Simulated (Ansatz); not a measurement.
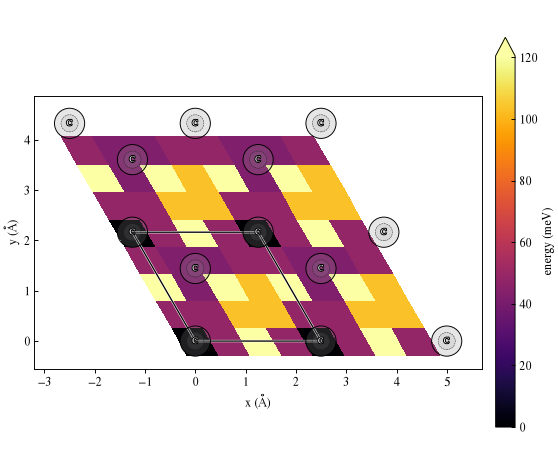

Energy landscape of F on a C(001) slab cut from the P6_3/mmc phase (6 atoms of substrate and one adsorbate in a 1 × 1 cell). One F atom a 1 × 1 cell is placed over a mesh of places on the rigid (0 0 1) surface, and only its height is relaxed. Places are given modulo a cell vector. The map is drawn in real space over the plane of the surface. The scan uses a 4 × 4 grid. Energies: meV, counted from the lowest grid point. The relaxed height changes by up to 0.9 Å between neighbouring points. This mesh misses the points at thirds of the hexagonal cell. With one adsorbate in each 1 × 1 cell, its nearest image is 2.5 Å away, so neighbouring adsorbates interact. Method: DFT PBEsol, scalar-relativistic, plane waves, PAW (Ansatz 0.2.0).

The picture shows one coloured cell a grid point, labelled circles for the atoms of the top layer and small ones for the second layer, the outline of one cell of the 2 × 2 shown, one colour for all values above the top of the scale. 

### What does the map say about the system?

The lowest grid point is at the top site over a surface C atom, (0/4, 0/4) of the cell vectors. The highest grid point, (0/4, 2/4) of the cell vectors [nearest 1 C at 1.86 Å], lies 255 meV above the lowest. At the lowest point the adsorbate has 1 C at 1.69 Å as nearest neighbours, at the highest 1 C at 1.86 Å. Its relaxed height above the top atom is 1.69 Å at the lowest and 1.71 Å at the highest point.
